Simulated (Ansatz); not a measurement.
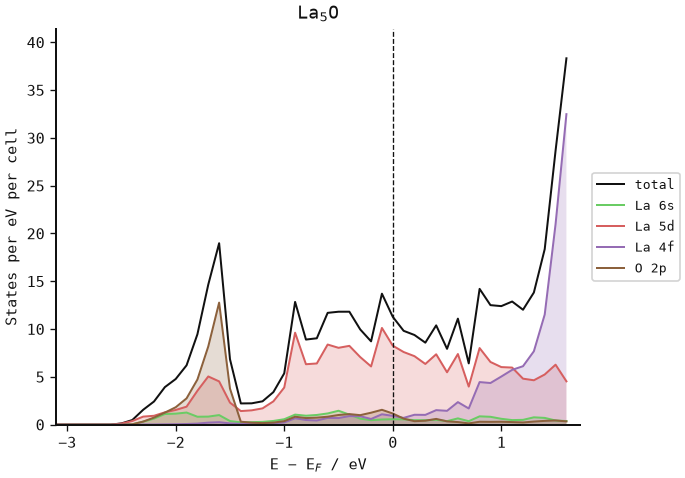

Density of states. Energies are counted from the Fermi level. The partial curves are projected on Löwdin-orthogonalised atomic shells.

Structure: La5O, space group F-43m (No. 216), 6 atoms in the cell.

Method: DFT PBE, scalar-relativistic, plane waves, PAW, no spin polarisation, 8×8×8 k mesh, 420 eV cutoff (Ansatz 0.2.0).

Metal or insulator, and how many states lie at the Fermi level?

Answer. It is a metal. The density of states at the Fermi level is about 11 per eV and cell (mean within 0.25 eV), or 1.8 per atom.

Which states dominate at the Fermi level?

Answer. By projected weight, the states within 0.3 eV of the Fermi level are La 5d (75 %).

The structure is an invented one, so it need not be a known or stable phase. The electron count is odd and the run has no spin polarisation, so a magnetic state may lie lower.
